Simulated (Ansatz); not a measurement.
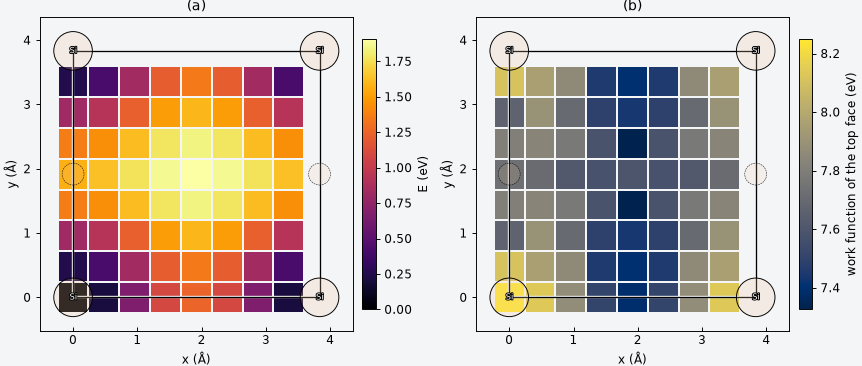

O on a Si(100) slab cut from the Fd-3m phase, its upper half relaxed before the scan (4 atoms of substrate and one adsorbate in a 1 × 1 cell). O is moved over the surface cell at a fixed height above a rigid substrate; the origin of the map has the adsorbate above Si4; the height is held at 2.20 Å. Places are given modulo a cell vector. The map is drawn in real space over the plane of the surface. The scan uses an 8 × 8 grid; 25 points were computed and 39 follow by symmetry. Energies: eV, counted from the lowest grid point. The magnetic moment jumps between some neighbouring points. With one adsorbate in each 1 × 1 cell, its nearest image is 3.8 Å away, so neighbouring adsorbates interact. At a fixed height the lowest place need not be the adsorption site. All numbers below come from DFT PBE+D3(BJ), scalar-relativistic, plane waves, PAW in Ansatz. Settings: cutoff 420 eV, k-mesh 7×7×1, gaussian smearing 0.05 eV, spin-polarised.

Panel (a) is the energy; panel (b) is the computed work function of the top face, in eV.

Drawn: one coloured cell a grid point, labelled circles for the atoms of the top layer and small ones for the second layer, the outline of one cell of the plane.

Q: How does the work function of the top face vary over the map, and what is it at the lowest grid point?

A: It runs from 7.33 eV at (4/8, 3/8) of the cell vectors [nearest 2 Si at 3.25 Å] to 8.25 eV at the top site over a surface Si atom, (0/8, 0/8) of the cell vectors. At the lowest grid point, the top site over a surface Si atom, (0/8, 0/8) of the cell vectors, it is 8.25 eV.

PAW datasets: the set soft_1.
